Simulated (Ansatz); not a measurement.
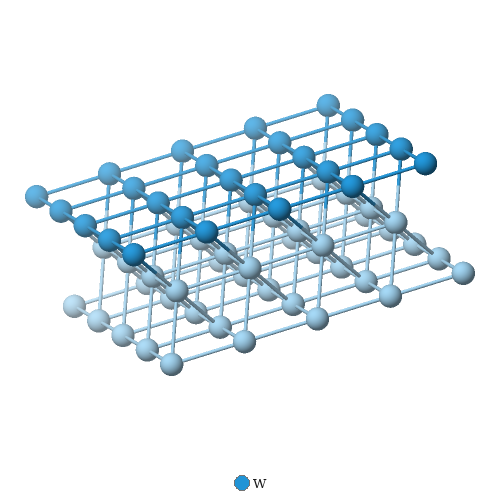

The system is Si on a W(110) slab cut from the Im-3m phase, its upper half relaxed before the scan (12 atoms of substrate and one adsorbate in a 2 × 2 cell); the picture shows it without the atoms that are moved over the map. Si is moved over the surface cell; relaxed at each place: the height of the adsorbate's atoms; substrate rigid; the origin of the map has the adsorbate above W9. Places are given modulo a cell vector. The map is drawn in real space over the plane of the surface. Grid: 6 × 6 points; 13 points were computed and 23 follow by symmetry. Places are given in fractions of the 1 × 1 surface cell. Energies are in eV, from the lowest grid point. Level of theory: DFT PBE, scalar-relativistic, plane waves, PAW in Ansatz 0.2.0. Settings: cutoff 420 eV, k-mesh 5×5×1, gaussian smearing 0.1 eV, no spin polarisation.

Range: position of Si13 along the first surface vector from 0.000 to 0.833; position of Si13 along the second surface vector from 0.000 to 0.833.

What will the energy surface look like?

The lowest grid point is at a bridge site between two W atoms, over a second-layer W atom, (3/6, 3/6) of the cell vectors. No other kind of well shows on this grid. The highest grid point, the top site over a surface W atom, (0/6, 0/6) of the cell vectors, lies 1.66 eV above the lowest. On the interpolated surface the easiest way out of the lowest well to its copy in the next cell or period passes a barrier of about 0.77 eV. At the lowest point the adsorbate has 2 W at 2.43 Å as nearest neighbours, at the highest 1 W at 2.35 Å. Its relaxed height above the top atom is 1.84 Å at the lowest and 2.35 Å at the highest point.

| second ↓, first → | 0/6 | 1/6 | 2/6 | 3/6 | 4/6 | 5/6 |
| --- | --- | --- | --- | --- | --- | --- |
| 5/6 | 1.54 | 1.38 | 0.92 | 0.66 | 1.07 | 1.44 |
| 4/6 | 1.14 | 0.92 | 0.44 | 0.28 | 0.71 | 1.07 |
| 3/6 | 0.77 | 0.66 | 0.28 | 0.00 | 0.28 | 0.66 |
| 2/6 | 1.14 | 1.07 | 0.71 | 0.28 | 0.44 | 0.92 |
| 1/6 | 1.54 | 1.44 | 1.07 | 0.66 | 0.92 | 1.38 |
| 0/6 | 1.66 | 1.54 | 1.14 | 0.77 | 1.14 | 1.54 |

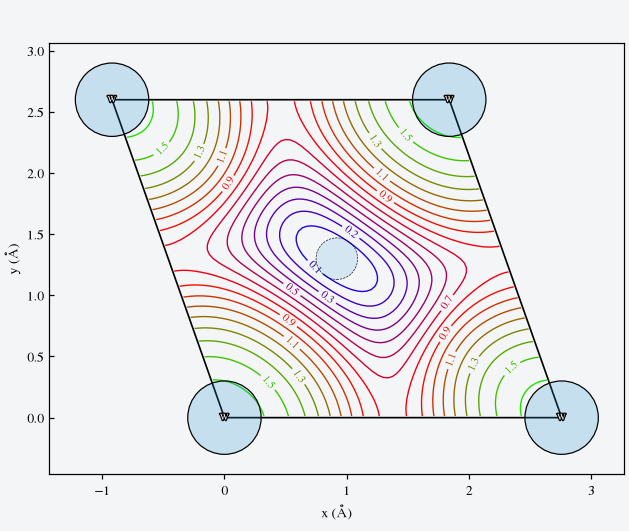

The picture shows contour lines labelled in eV, labelled circles for the atoms of the top layer and small ones for the second layer, the outline of one cell of the plane. Between grid points the surface is interpolated.

Time for the 13 points that were run: 23 min on 4 threads of Arm Neoverse N1, on a shared host.

PAW datasets: the set soft_1.
